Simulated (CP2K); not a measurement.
# A series of single points on NaI

System: NaI (Fm-3m, 2 atoms in the cell).
Method: Kohn-Sham DFT of a periodic cell, PBE, GTH-PBE with UZH-TZVP basis, no spin polarisation (CP2K 2026.2).

The 6 runs differ only in the geometry, by an even scaling of the cell at fixed fractional positions. The structure derives from an entry of the Crystallography Open Database.

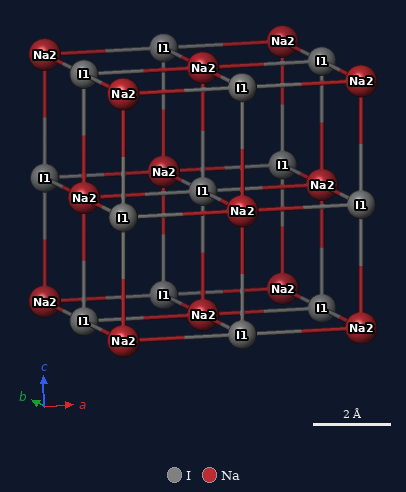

Figure 1. The structure of run 4 (ball-and-stick view of the cell 4 times as large as that of the calculation, set on its symmetry axes, seen slightly off an axis; atoms are numbered from 1 in the order of the input). An atom can appear more than once, as a periodic image.

### Input of run 4
```
&GLOBAL
  PROJECT nai_eos
  RUN_TYPE ENERGY_FORCE
  PRINT_LEVEL LOW
&END GLOBAL
&FORCE_EVAL
  METHOD QS
  STRESS_TENSOR ANALYTICAL
  &DFT
    BASIS_SET_FILE_NAME BASIS_MOLOPT_UZH
    POTENTIAL_FILE_NAME POTENTIAL_UZH
    WFN_RESTART_FILE_NAME previous-RESTART.kp
    &MGRID
      CUTOFF 1350
      REL_CUTOFF 60
      NGRIDS 5
    &END MGRID
    &QS
      METHOD GPW
      EPS_DEFAULT 1.0E-9
    &END QS
    &KPOINTS
      SCHEME MONKHORST-PACK 7 7 7
      GAMMA_CENTERED T
      SYMMETRY T
      SYMMETRY_BACKEND SPGLIB
    &END KPOINTS
    &SCF
      SCF_GUESS RESTART
      EPS_SCF 1.0E-6
      MAX_SCF 100
      ADDED_MOS 10
      CHOLESKY OFF
      EPS_EIGVAL 1.0E-7
      &DIAGONALIZATION ON
        ALGORITHM STANDARD
      &END DIAGONALIZATION
      &MIXING ON
        METHOD BROYDEN_MIXING
        ALPHA 0.4
        BETA 1.5
        NBUFFER 8
      &END MIXING
      &SMEAR ON
        METHOD FERMI_DIRAC
        ELECTRONIC_TEMPERATURE 580.23
      &END SMEAR
    &END SCF
    &XC
      &XC_FUNCTIONAL PBE
      &END XC_FUNCTIONAL
    &END XC
    &PRINT
      &KPOINTS ON
      &END KPOINTS
      &MULLIKEN ON
      &END MULLIKEN
      &MO ON
        ENERGIES T
        OCCUPATION_NUMBERS T
        &EACH
          QS_SCF 0
        &END EACH
        ADD_LAST NUMERIC
      &END MO
    &END PRINT
  &END DFT
  &SUBSYS
    &CELL
      A 4.6072726552 0.0000000000 0.0000000000
      B 2.3036363275 3.9900151615 0.0000000000
      C 2.3036363275 1.3300050539 3.7618223703
      PERIODIC XYZ
    &END CELL
    &COORD
      I   4.6072726551 2.6600101077 1.8809111851
      Na  0.0000000000 0.0000000000 0.0000000000
    &END COORD
    &KIND I
      BASIS_SET TZVP-MOLOPT-PBE-GTH-q7
      POTENTIAL GTH-PBE-q7
    &END KIND
    &KIND Na
      BASIS_SET TZVP-MOLOPT-PBE-GTH-q9
      POTENTIAL GTH-PBE-q9
    &END KIND
    &PRINT
      &ATOMIC_COORDINATES ON
      &END ATOMIC_COORDINATES
      &CELL ON
      &END CELL
    &END PRINT
  &END SUBSYS
  &PRINT
    &FORCES ON
    &END FORCES
    &STRESS_TENSOR ON
    &END STRESS_TENSOR
  &END PRINT
&END FORCE_EVAL
```

Command:
```bash
OMP_NUM_THREADS=1 cp2k.psmp -i nai_eos.inp -o nai_eos.out
```

Run 5 differs from it as follows:
```diff
-      A 4.6072726552 0.0000000000 0.0000000000
-      B 2.3036363275 3.9900151615 0.0000000000
-      C 2.3036363275 1.3300050539 3.7618223703
+      A 4.6371908484 0.0000000000 0.0000000000
+      B 2.3185954241 4.0159250769 0.0000000000
+      C 2.3185954241 1.3386416923 3.7862504728
-      I   4.6072726551 2.6600101077 1.8809111851
+      I   4.6371908483 2.6772833846 1.8931252364
```

### Results, with one run withheld

| run | volume per atom (Å³) | free energy per atom, from the lowest run given (meV) | pressure (GPa) | gap on the mesh (eV) |
| --- | --- | --- | --- | --- |
| 1 | 31.865 | 18.72 | 1.99 | 3.80 |
| 2 | 32.543 | 11.32 | 1.51 | 3.74 |
| 3 | 33.221 | 6.35 | 1.08 | 3.69 |
| 4 | 34.577 | 0.42 | 0.35 | 3.58 |
| 5 | 35.255 | ? | ? | ? |
| 6 | 35.933 | 0.00 | −0.23 | 3.48 |

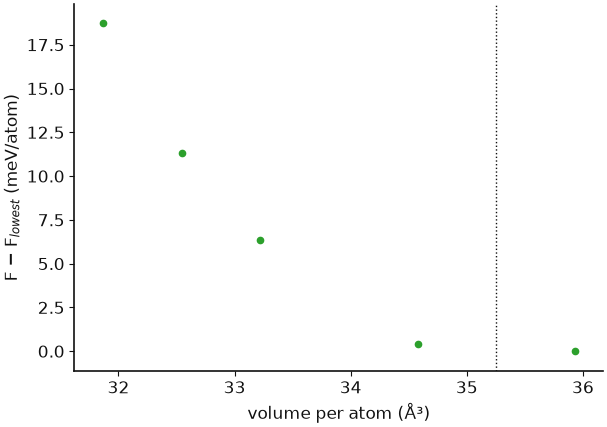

Figure 2. Free energy per atom of the runs given; the dotted line marks run 5.

Fit the runs given and predict run 5.

A cubic polynomial in V^(−2/3) (the Birch–Murnaghan form), fitted to the 5 runs given, misses them by at most 0.16 meV per atom. With x = V^(−2/3) − 0.09608 Å⁻², it reads F = 4.1052 + 2744.5 x + 4.3391e+05 x² + 3.7543e+06 x³ (meV per atom). At run 5 it gives −0.34 meV per atom, and the run itself gives −0.40. The slope of the fit gives a pressure −dF/dV of 0.05 GPa there, and the run prints 0.04 GPa. The fit has its minimum at 35.387 Å³ per atom, where V d²F/dV² gives 13.7 GPa: the bulk modulus at this level, since symmetry fixes the shape and the positions. The gap on the mesh goes, without turning, from 3.80 eV in run 1 to 3.48 eV in run 6; run 5 has 3.53 eV. These are gaps of this functional on this mesh, which can miss the band edges; they aren't the measured gap.

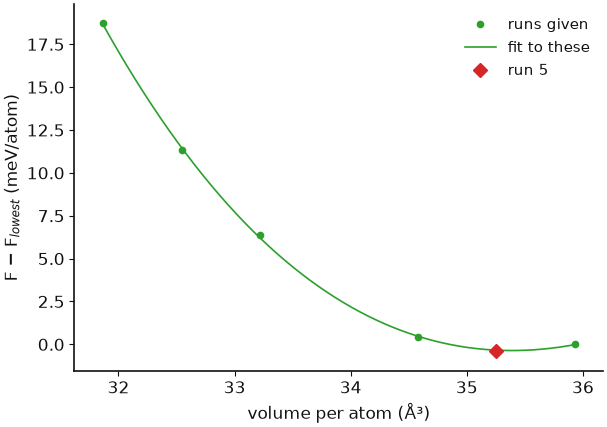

Figure 3. The fit and the withheld run.

### Some lines of the output (run 5)
```
[...]
  Total energy:                                               -59.48427756634155
  Total energy (extrapolated to T->0):                        -59.48427756634155
 MO| E(Fermi):            0.076762 a.u.          2.088801 eV
 MO| Band gap:            0.224004 a.u.          6.095447 eV
 MO| Band gap:            0.214006 a.u.          5.823398 eV
 MO| Band gap:            0.194930 a.u.          5.304321 eV
 MO| Band gap:            0.202074 a.u.          5.498723 eV
 MO| Band gap:            0.227377 a.u.          6.187232 eV
 MO| Band gap:            0.225528 a.u.          6.136920 eV
 MO| Band gap:            0.227312 a.u.          6.185472 eV
 MO| Band gap:            0.221859 a.u.          6.037095 eV
 MO| Band gap:            0.240427 a.u.          6.542359 eV
 MO| Band gap:            0.249072 a.u.          6.777591 eV
 MO| Band gap:            0.247560 a.u.          6.736460 eV
```
